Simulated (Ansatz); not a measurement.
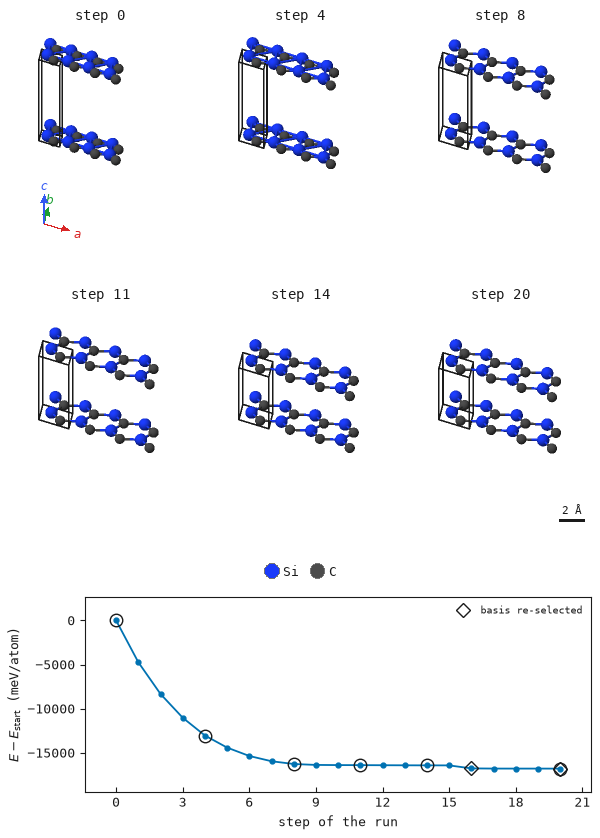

Frames of a relaxation of a crystal of SiC (a generated structure, set up in P-6m2) (coarse preliminary run), marked on the history of the run. The picture is a ball-and-stick view of the cell of the calculation, repeated 4 × 2 × 1 with one cell outlined, seen from a free direction.

All numbers below come from DFT PBE, scalar-relativistic, plane waves, PAW in Ansatz 0.2.0.

Input
```yaml
crystal:
  lattice:
    - [2.10444031, 0.0, 0.0]
    - [-1.05222015, 1.82249877, 0.0]
    - [0.0, 0.0, 7.3031734]
  atoms:
    - { symbol: Si, position: [0.33333333, 0.66666667, 0.0] }
    - { symbol: C, position: [0.66666667, 0.33333333, 0.0] }
basis:
  ecutwfc: 420
kpoints:
  mp_grid: { grid: [12, 12, 4] }
hamiltonian:
  xc: pbe
scf:
  occupations: { method: gaussian, width: 0.1 }
  lower_state_search: "off"
output:
  forces: true
  stress: true
  eigenvalues: true
relax:
  adjacent_minimum: "off"
  f_tol: 0.04
  max_steps: 70
  cell: { stress_tol: 0.4 }
```

Run as
```bash
ansatz run input.yaml --threads 1 --pin off --max-ram 2560MiB --backend cpu --events-out ev --progress --plain --runs-dir out
```

Q: Describe the path.

A: No atom moves by more than 0.005 Å relative to the cell. Cell: a = b 2.104 → 3.096 Å (+47.1 %), c 7.303 → 4.637 Å (−36.5 %). Volume +37.4 %. Some distances before and after: Si1–C2 2.430 → 3.575 Å, C2–C2 2.104 → 3.096 Å, Si1–Si1 2.104 → 3.096 Å, Si1–C2 (another image) 1.215 → 1.788 Å. The space group stays P-6m2 (No. 187). After 18 accepted moves (20 points after the start) the energy has fallen by 16789 meV per atom. All forces vanish by symmetry, so only the cell relaxes. The pressure goes from 421.64 to 0.10 GPa. At 2 points the geometry stayed and the basis and grid were re-selected for the new cell (energy shift of 339 meV per atom at most each time). The run took 52 s on 1 thread of Intel(R) Xeon(R) Processor @ 2.70GHz, on a shared host, peak memory 0.34 GiB. From step 0 to 4: volume +39.2 %, energy −13037 meV per atom. From step 4 to 8: volume +26.1 %, energy −3228 meV per atom. From step 8 to 11: volume −6.8 %, energy −128 meV per atom. From step 11 to 14: volume −18.4 %, energy −26.0 meV per atom. From step 14 to 20: volume +3.0 %, energy −369 meV per atom.

```
step  E − E(0), meV/atom  pressure, GPa  volume, Å³/atom                      note
   0                0.00         421.64           14.005                          
   1            -4733.94         307.64           15.404                          
   2            -8330.95         221.58           16.868                          
   3           -11021.18         157.03           18.397                          
   4           -13037.20         110.72           19.491                          
   5           -14406.57          78.73           19.992                          
   6           -15356.77          49.61           21.513                          
   7           -15952.45          27.72           23.104                          
   8           -16265.28          11.76           24.578                          
   9           -16370.08           2.43           24.553                          
  10           -16388.28          -0.20           23.543                          
  11           -16393.69          -0.33           22.895                          
  12           -16403.92          -0.39           21.506                          
  13           -16412.74          -0.33           20.097                          
  14           -16419.66          -0.20           18.681                          
  15           -16422.98           0.01           17.264                          
  16           -16762.36           7.79           17.264  same geometry, new basis
  17           -16782.91           2.17           19.175                          
  18           -16785.46           0.39           19.113                          
  19           -16785.28           0.03           19.249                          
  20           -16788.91           0.10           19.249  same geometry, new basis
```
